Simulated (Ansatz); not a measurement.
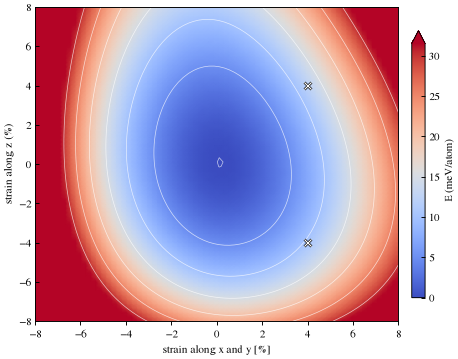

Energy landscape of CsH (Fm-3m, No. 225; 2 atoms in the cell). The cell is strained homogeneously, by one strain along x and y and another along z, with fractional coordinates fixed (x, y and z along the cube axes). The first coordinate is: strain along x and y; the second: strain along z. The grid has 5 × 5 points. At 2 points there is no value. Energies: meV/atom, counted from the lowest grid point. The reference cell is the one listed in the database, not relaxed at this level. Computed with Ansatz, DFT r2SCAN, scalar-relativistic, plane waves, PAW. Settings: cutoff 500 eV, k-mesh 6×6×6, gaussian smearing 0.05 eV, no spin polarisation.

The picture shows a smooth colour map with a few white contour lines, crosses at grid points without a value, one colour for all values above the top of the scale. Between grid points the surface is interpolated. 

Where are the wells?

The lowest grid point is at strain along x and y = 0 %, strain along z = 0 %. No other kind of well shows on this grid. The highest grid point, strain along x and y = −8 %, strain along z = −8 %, lies 72.1 meV/atom above the lowest. Round the minimum the two coordinates are weakly coupled (coupling 0.13 in units of the two stiffnesses). The gap on the k-mesh is 2.7 eV at the lowest point and runs from 2.3 to 2.8 eV over the map.

Grid values (meV/atom):

```csv
"strain along z ↓, strain along x and y →",−8,−4,0,4,8
8,53.6,19.2,11.6,22.2,44.8
4,47.8,12.3,3.3,–,33.1
0,46.7,10.3,0.0,7.4,26.3
−4,53.4,16.2,4.8,–,27.7
−8,72.1,34.7,22.2,26.6,41.8
```
